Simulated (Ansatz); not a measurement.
## Run report: Ga$_{3}$As$_{2}$P, single-point calculation

The run: single-point calculation of Ga$_{3}$As$_{2}$P (P3m1, 6 atoms in the cell). Method and program: DFT, PBE, plane waves, PAW, no spin polarisation (Ansatz 0.2.0).

The structure was built on a prototype by a generator; it need not be a known phase. The geometry comes from this level: PBE. It belongs to a series of runs on one base structure; here: volume +3%. Figures and captions count atoms from 1; the log counts them from 0 in places.

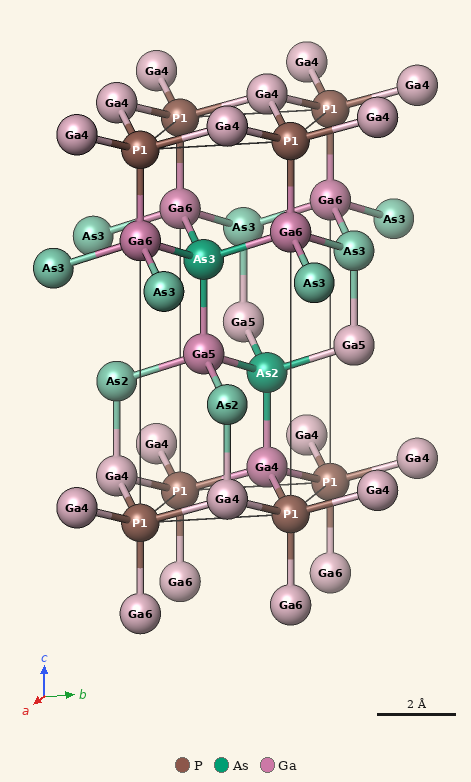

Fig. 1: The input geometry (ball-and-stick view of the cell of the calculation, seen slightly off an axis; neighbours outside the cell are drawn fainter; atoms are numbered from 1 in the order of the input). An atom can appear more than once, as a periodic image.

### Summary

| quantity | value |
| --- | --- |
| outcome | converged |
| space group (tolerance 0.01 Å) | P3m1 (156) |
| electrons treated | 74 |
| free energy | −21819.1641 eV |
| Fermi energy | 7.023 eV |
| gap on the k-point mesh | 0.31 eV |
| pressure | −1.82 GPa |
| largest force (length of the vector) | 0.028 eV/Å |
| hardware | 2 threads of Arm Neoverse V2, 24 GiB of memory available, shared host |
| wall time | 4.3 s (CPU time 8.3 s) |
| peak memory | 0.39 GiB |

### Input file
```yaml
crystal:
  lattice:
    - [4.0436239674, 0.0, 0.0]
    - [-2.0218119837, 3.5018810791, 0.0]
    - [0.0, 0.0, 9.9105232929]
  atoms:
    - { symbol: P, position: [0.0, 0.0, 2.55735e-05] }
    - { symbol: As, position: [0.3333333333, 0.6666666667, 0.3300920824] }
    - { symbol: As, position: [0.6666666667, 0.3333333333, 0.6695974559] }
    - { symbol: Ga, position: [0.3333333333, 0.6666666667, 0.0767551418] }
    - { symbol: Ga, position: [0.6666666667, 0.3333333333, 0.4168376167] }
    - { symbol: Ga, position: [0.0, 0.0, 0.7566921297] }
kpoints:
  mp_grid: { grid: [6, 6, 2] }
hamiltonian:
  xc: pbe
scf:
  occupations: { method: fixed }
  n_extra_bands: 5
output:
  forces: true
  stress: true
  eigenvalues: true
```

Launch command:
```bash
ansatz run input.yaml --threads 2 --pin off --max-ram 3686MiB --backend cpu --events-out ev --progress --plain --runs-dir out
```

### Output
```
scf.n_extra_bands = 5 over 37 filled bands (N_el = 74.0): the run solves 42 bands
Engine: ansatz 0.2.0, aarch64-unknown-linux-gnu
Pseudopotentials: kind: paw
Pseudopotential: P, paw, valence charge 5, recommended cutoff 420 eV (normal), P.paw.azcp
Pseudopotential: As, paw, valence charge 15, recommended cutoff 420 eV (normal), As.paw.azcp
Pseudopotential: Ga, paw, valence charge 13, recommended cutoff 420 eV (normal), Ga.paw.azcp
Functional definition: PBE
  parameter kappa = 0.804
  parameter beta = 0.06672455060314922
  exchange = pbe_x(kappa = kappa, mu = beta*pi^2/3)
  correlation = pbe_c(beta = beta)
Crystal: 6 atoms, lattice volume = 140.336 Å³
Basis set: ecut = 420 eV, 2793 PW (Γ), exchange–correlation on 60×60×144 points (8 copies of the dense FFT grid, shifted against one another)
Bands: 42, of which v1, the nominal top of the filled ones, is band 37 counted from 1 (36 counted from 0)
Symmetry: 6 space group operations
Space group: P3m1 (ITA 156), of the structure as read, at distance tolerance 5.2e-5 Å
k-points: 14 of 72 (time reversal used)
Non-local potential: P, projectors of the file, l = 0: 2, l = 1: 2, l = 2: 2
Non-local potential: As, projectors of the file, l = 0: 2, l = 1: 2, l = 2: 3, l = 3: 1
Non-local potential: Ga, projectors of the file, l = 0: 2, l = 1: 2, l = 2: 3, l = 3: 1
PAW form: soft (Blöchl's): semilocal exchange-correlation on the pseudo side does not see the compensation charge
PAW one-centre angular grid: P, 110 points (default); XC on 64 Gauss nodes
PAW one-centre angular grid: As, 590 points (default); XC on 64 Gauss nodes
PAW one-centre angular grid: Ga, 590 points (default); XC on 64 Gauss nodes
Initial density: superposition of atomic densities (neutral atoms: chi_scale 0, normalization atom), corrected by the library's trained network
Initial wavefunctions: pseudopotential atomic-orbital guess
Functional: x = pbe(κ = 0.804, μ = 0.2195149727645171), c = pbe(β = 0.06672455060314922)
SCF iter   1: F=—  HF=-21819.168594 eV  |F-HF|=—  |Δ(HF+E_count)|=         —  Δρ=1.56e-3  dr2=6.18e-3  ethr=1.77e-3  ⟨swp⟩=5.0  Hψ=1945  notcnv=0  defer=36
preconditioner: auto → Resta (q_TF=auto, 2.452 Å⁻¹)  ε∞=4.0  [insulator: Δε(μ)=0.309 eV  Ē_g=13.334 eV  n_scr=36 (ndim 8)  ℏωp=23.0 eV  f_vac=0.077  ε∞_Penn≈4.0]
SCF iter   2: F=—  HF=-21819.164132 eV  |F-HF|=—  |Δ(HF+E_count)|=   4.46e-3  Δρ=9.25e-4  dr2=1.77e-3  ethr=8.35e-6  ⟨swp⟩=2.4  Hψ=1116  notcnv=0  defer=42
SCF iter   3: F=—  HF=-21819.163983 eV  |F-HF|=—  |Δ(HF+E_count)|=   1.49e-4  Δρ=4.51e-4  dr2=5.05e-4  ethr=2.40e-6  ⟨swp⟩=2.0  Hψ=980  notcnv=0  defer=42
SCF iter   4: F=—  HF=-21819.164056 eV  |F-HF|=—  |Δ(HF+E_count)|=   7.30e-5  Δρ=1.71e-4  dr2=6.50e-5  ethr=6.82e-7  ⟨swp⟩=2.7  Hψ=909  notcnv=0  defer=42
SCF iter   5: F=—  HF=-21819.164117 eV  |F-HF|=—  |Δ(HF+E_count)|=   6.07e-5  Δρ=4.91e-5  dr2=5.92e-6  ethr=8.79e-8  ⟨swp⟩=2.0  Hψ=896  notcnv=0  defer=36
SCF iter   6: F=—  HF=-21819.164126 eV  |F-HF|=—  |Δ(HF+E_count)|=   8.87e-6  Δρ=2.08e-5  dr2=8.83e-7  ethr=8.00e-9  ⟨swp⟩=2.4  Hψ=1097  notcnv=0  defer=39
SCF iter   7: F=—  HF=-21819.164126 eV  |F-HF|=—  |Δ(HF+E_count)|=   3.04e-7  Δρ=8.92e-6  dr2=8.93e-8  ethr=1.35e-10  ⟨swp⟩=12.1  Hψ=3542  notcnv=0
SCF iter   8: F=-21819.164126 eV  HF=-21819.164126 eV  |F-HF|=2.19e-8  |Δ(HF+E_count)|=   1.41e-9  Δρ=2.60e-6  dr2=9.04e-9  ethr=1.21e-10  ⟨swp⟩=4.6  Hψ=2141  notcnv=0
SCF 1 converged in 8 iterations: F = -21819.164126 eV  dr2 = 9.04e-9
  greatest PAW one-centre occupation: 0.999 electrons in one spin orbital (limit 2), on the As atom at site 1 (counted from 0), in its partial waves of l = 2
```

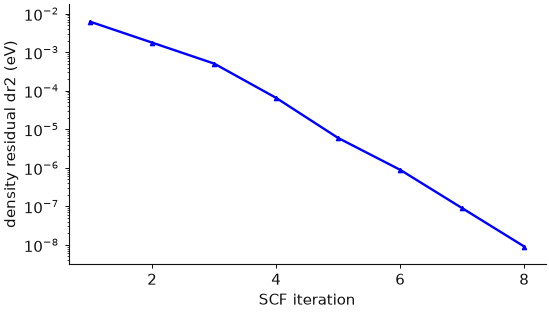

Fig. 2: Convergence of the self-consistent field: density residual dr2 against the SCF iteration. The residual falls at every step.

```
SCF converged after 8 iterations
Free energy (F): -21819.164126 eV
Harris-Foulkes:  -21819.164126 eV  (|F-HF|=2.19e-8)
Internal energy: -21819.164126 eV  (E = F + TS)
E sigma→0 (E₀):  -21819.164126 eV
Fermi energy:    7.022834 eV
--- Per-component energies (eV) ---
  E_band       = -741.772178
  E_kinetic    = 619.374365
  E_local      = -10790.706312  (includes V_loc(G=0)·N_el)
  E_nonlocal   = -32.570694
  E_hartree    = 5316.220551
  E_xc         = -424.630587
  E_vxc        = -389.890896  (∫ρ·V_xc dr)
  E_paw        = -10208.083705  (= ΣΔE_a)
  E_vpaw       = -780.418725  (= ΣTr[D̂ρ^β])
  E_aug_tail   = -0.000354  (compensation charges beyond the density's cutoff)
  E_ewald      = -6298.767390
  E_smearing   = -0.000000  (= −TS)
  E_closure    = 0.000000  (closes the sum)
  Σ components = -21819.164126   (vs F -21819.164126, Δ=0.00e0)
--- Forces (eV/Å), atoms counted from 1 ---
  atom   1  P      0.00000000    -0.00000000    -0.02846027
  atom   2  As     0.00000000    -0.00000000     0.01027992
  atom   3  As     0.00000000    -0.00000000     0.01526638
  atom   4  Ga     0.00000000     0.00000000     0.01263481
  atom   5  Ga     0.00000000     0.00000000    -0.01255108
  atom   6  Ga     0.00000000     0.00000000     0.00283185
  max |Σ_I F_I| component: 1.61e-6 eV/Å
--- Stress (GPa, compression-positive) ---
       -1.750233       0.000000       0.000000
        0.000000      -1.750233      -0.000000
        0.000000      -0.000000      -1.971947
  P = ⅓ Tr σ = -1.8241 GPa (-18.241 kbar)
--- Band table (eV; the first three rows and the last of 14) ---
  k-point 0: bands = ["-27.9906", "-27.9868", "-27.9868", "-27.9791", "-27.9791", "-27.9756", "-27.9709", "-27.9709", "-27.9629", "-27.9629", "-7.7972", "-7.7509", "-7.7509", "-7.6966", "-7.6966", "-7.6589", "-7.6212", "-7.6105", "-7.6105", "-7.5889", "-7.5889", "-7.5525", "-7.5525", "-7.5277", "-7.5277", "-5.2204", "-4.2563", "-3.9999", "1.7842", "1.9260", "5.8465", "5.8465", "6.3117", "6.3117", "6.9223", "7.0228", "7.0228", "7.3320", "8.0291", "8.3322", "10.6749", "10.6749"]
  k-point 1: bands = ["-27.9906", "-27.9867", "-27.9867", "-27.9791", "-27.9791", "-27.9756", "-27.9709", "-27.9709", "-27.9629", "-27.9629", "-7.7975", "-7.7508", "-7.7508", "-7.6966", "-7.6966", "-7.6556", "-7.6244", "-7.6109", "-7.6109", "-7.5887", "-7.5887", "-7.5525", "-7.5525", "-7.5277", "-7.5277", "-4.9819", "-4.8545", "-3.5422", "0.6745", "4.2503", "4.4726", "5.7907", "5.7907", "6.5478", "6.5478", "6.8020", "6.8020", "7.9005", "8.4617", "8.6556", "11.0146", "11.0146"]
  k-point 2: bands = ["-27.9905", "-27.9868", "-27.9867", "-27.9792", "-27.9789", "-27.9754", "-27.9710", "-27.9708", "-27.9629", "-27.9627", "-7.7983", "-7.7582", "-7.7451", "-7.6995", "-7.6954", "-7.6630", "-7.6296", "-7.6075", "-7.6049", "-7.5886", "-7.5826", "-7.5558", "-7.5518", "-7.5306", "-7.5272", "-4.9524", "-4.0267", "-3.7731", "1.7373", "1.8671", "4.3516", "4.6792", "5.0230", "5.3592", "6.0867", "6.5429", "6.5584", "8.7400", "9.2337", "9.6075", "10.6651", "11.0229"]
  k-point 13: bands = ["-27.9899", "-27.9869", "-27.9866", "-27.9787", "-27.9787", "-27.9749", "-27.9711", "-27.9708", "-27.9624", "-27.9624", "-7.8076", "-7.7740", "-7.7349", "-7.6996", "-7.6958", "-7.6795", "-7.6586", "-7.5952", "-7.5836", "-7.5806", "-7.5720", "-7.5554", "-7.5550", "-7.5313", "-7.5312", "-3.1541", "-3.1339", "-2.8401", "0.6627", "0.8160", "0.8509", "3.4214", "3.6801", "3.6909", "4.6014", "4.7549", "4.7826", "10.3569", "10.4122", "10.5406", "11.2583", "11.3700"]
```
